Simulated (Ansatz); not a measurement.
This input was run:

```
crystal:
  lattice:
    - [-0.0345539921, 2.7651081162, 2.7651081162]
    - [2.7651081162, -0.0345539921, 2.7651081162]
    - [2.7651081162, 2.7651081162, -0.0345539921]
  atoms:
    - { symbol: Ba, position: [0.0, 0.0, 0.0] }
    - { symbol: O, position: [0.5, 0.5, 0.5] }
kpoints:
  mp_grid: { grid: [8, 8, 8] }
  band_path:
    path:
      - [0.0, 0.0, 0.0]
      - [0.5, 0.0, 0.5]
      - [0.625, 0.25, 0.625]
      - [0.375, 0.375, 0.75]
      - [0.5, 0.5, 0.5]
      - [0.5, 0.25, 0.75]
      - [0.0, 0.5, 0.5]
    npoints: 1
hamiltonian:
  xc: r2scan
scf:
  occupations: { method: fixed }
  n_extra_bands: 4
output:
  forces: true
  stress: true
  eigenvalues: true
```

Launched with:
```bash
ansatz run input.yaml --threads 2 --pin off --max-ram 29491MiB --backend cpu --events-out ev --progress --plain --runs-dir out
```

Predict the main features of the density of states.

There is a gap; over the k points computed it is 2.41 eV (direct among those points). The upper group of valence states starts about 1.9 eV under the valence-band top, with a gap beneath it; it holds about 6 electrons a cell.

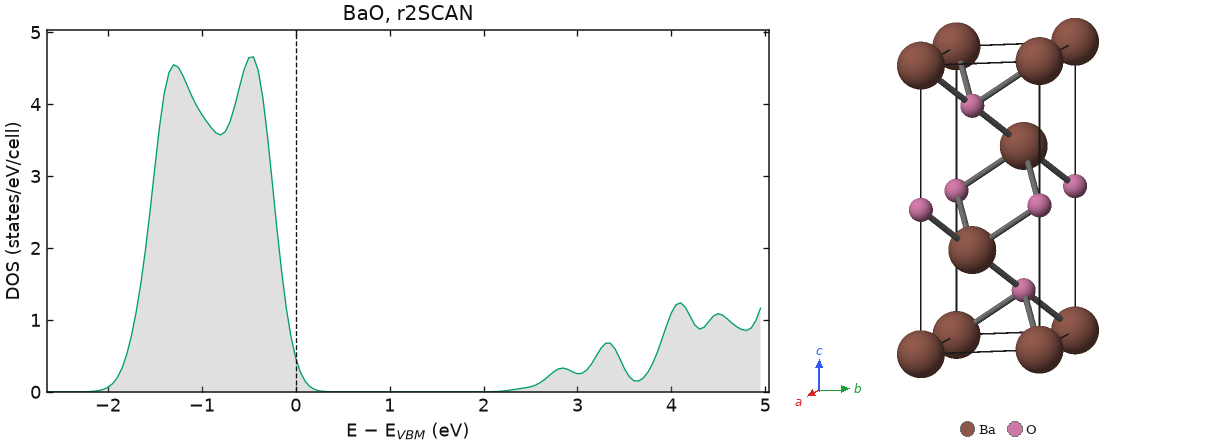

Density of states, beside the structure. Energies are counted from the top of the valence band. The curve is built from the levels of the k mesh with Gaussians 0.3 eV wide, which also blur the band edges.
